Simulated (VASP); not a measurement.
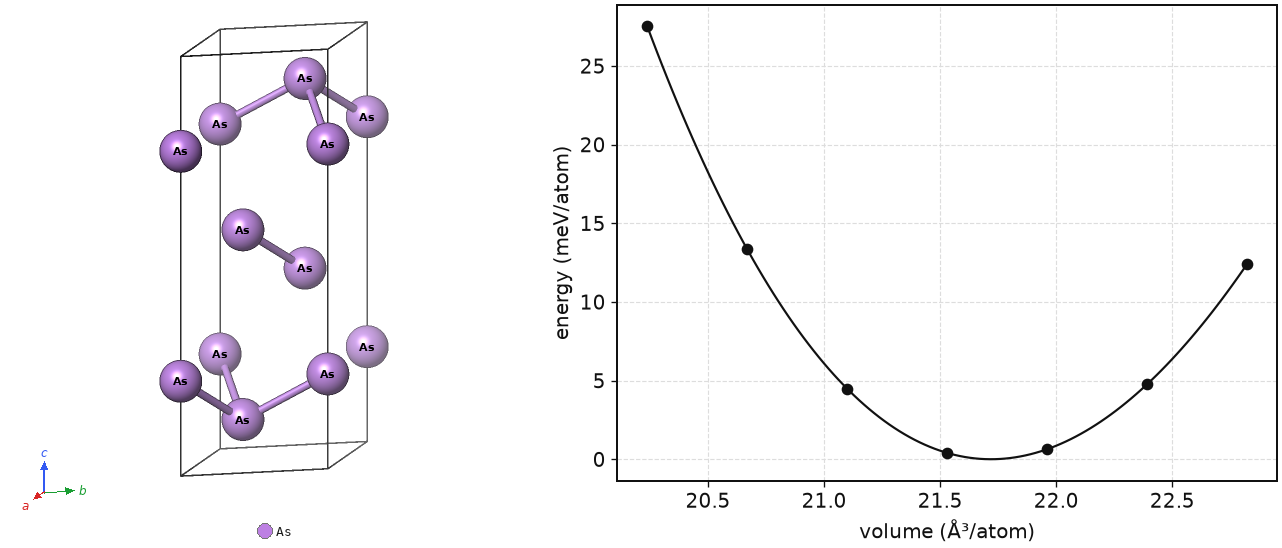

Plotted: energy against volume for As, space group R-3m (No. 166). The conventional cell is drawn beside the plot.

Structure:
```xyz
2
Lattice="1.8808 1.0859 3.5141 -1.8808 1.0859 3.5141 0.0000 -2.1718 3.5141" Properties=species:S:1:pos:R:3 pbc="T T T"
As    0.0000    0.0000    2.3825
As    0.0000    0.0000    8.1597
```

Computed with VASP 6.6.1: plane-wave DFT, no spin polarisation; energies at scaled volumes of the given cell, shape and fractions fixed, counted from the fit's minimum, third-order Birch-Murnaghan fit. Level: PBEsol.

| setting | value |
| --- | --- |
| k mesh | 9×9×9 |
| occupations | Fermi–Dirac |
| smearing width | 0.05 eV |
| potentials | VASP PAW PBE potentials, recommended |
| wave cutoff | 520 eV |

From this curve and the settings, what does the calculation give for the pressure at the same points?

The pressure falls from 6.33 GPa at volume 20.24 Å³/atom to −3.45 GPa at 22.82 Å³/atom, and changes sign near 21.72 Å³/atom.

```csv
volume (Å³/atom),pressure (GPa)
20.24,6.33
20.67,4.25
21.10,2.38
21.53,0.69
21.96,-0.84
22.39,-2.21
22.82,-3.45
```

Caveats: shape and atomic fractions are frozen while scaling, which makes layered, chain and framework solids too stiff.
